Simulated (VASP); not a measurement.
PtS2, space group P-3m1 (No. 164), a = 3.543 Å, b = 3.543 Å, c = 5.039 Å, α = 90.00°, β = 90.00°, γ = 120.00°

```
site  Wyckoff       x       y       z
  Pt       1a  0.0000  0.0000  0.0000
   S       2d  0.6667  0.3333  0.7730
```

Origin: an entry of the Crystallography Open Database, as set up for an electronic-structure calculation.

Question: Describe the coordination of Pt.

Answer: PtS6: a clearly distorted octahedron (coordination number 6, S = 1.11; next best trigonal prism, S = 16.7). Bonds: 6 × Pt–S 2.34 Å. The next neighbour, not counted, lies at 3.54 Å.

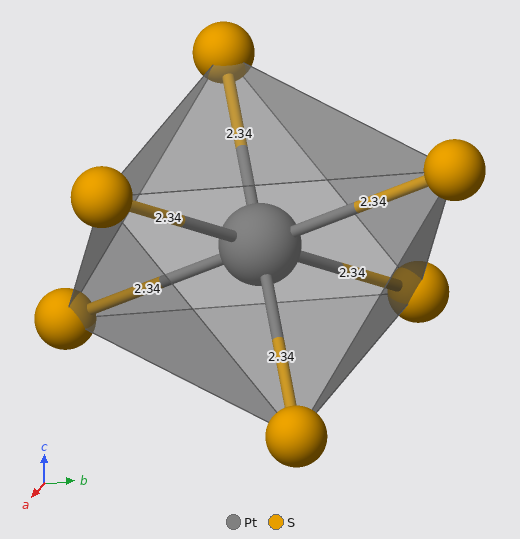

The polyhedron about Pt. The shape measure S (0 to 100) is the computed least-squares distance from an ideal polyhedron; S = 0 means ideal.
